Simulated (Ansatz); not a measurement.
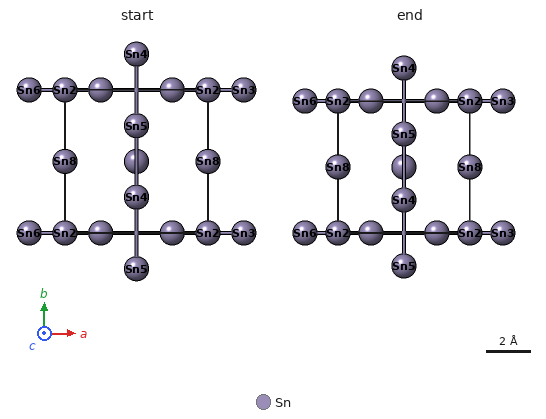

The structure of solid Sn (built on the beta-tungsten (A15)_223 type) (coarse preliminary run) before (left) and after (right) a relaxation, at one scale.

A ball-and-stick model of the cell of the calculation, seen along the c axis.

Case: beta-tungsten (A15) type (Pm-3n, No. 223).

Computed with Ansatz 0.2.0, DFT r2SCAN, scalar-relativistic, plane waves, PAW. Settings: plane-wave cutoff 500 eV; k-point mesh 4 × 4 × 4; occupations gaussian; smearing width 0.1 eV; no spin polarisation; cell and atoms relaxed; force threshold 0.04 eV/Å; at most 70 steps.

Q: What changed between the two?

A: The energy falls by 1.611 eV per cell of the calculation in 3 accepted moves (4 points after the start). All forces vanish by symmetry, so only the cell relaxes. Pressure: −6.63 GPa at the start and −0.21 GPa at the end. The SCF was repeated once at an unchanged geometry on a basis and grid sized afresh for the cell, which shifted the energy by 0.7 meV per cell of the calculation at most. No atom moves by more than 0.005 Å relative to the cell. The drawn cell changes as follows: a = b = c 6.599 → 6.085 Å (−7.8 %); the volume changes by −21.6 %. Some distances before and after: Sn–Sn 3.300 → 3.042 Å. The space group stays Pm-3n (No. 223).
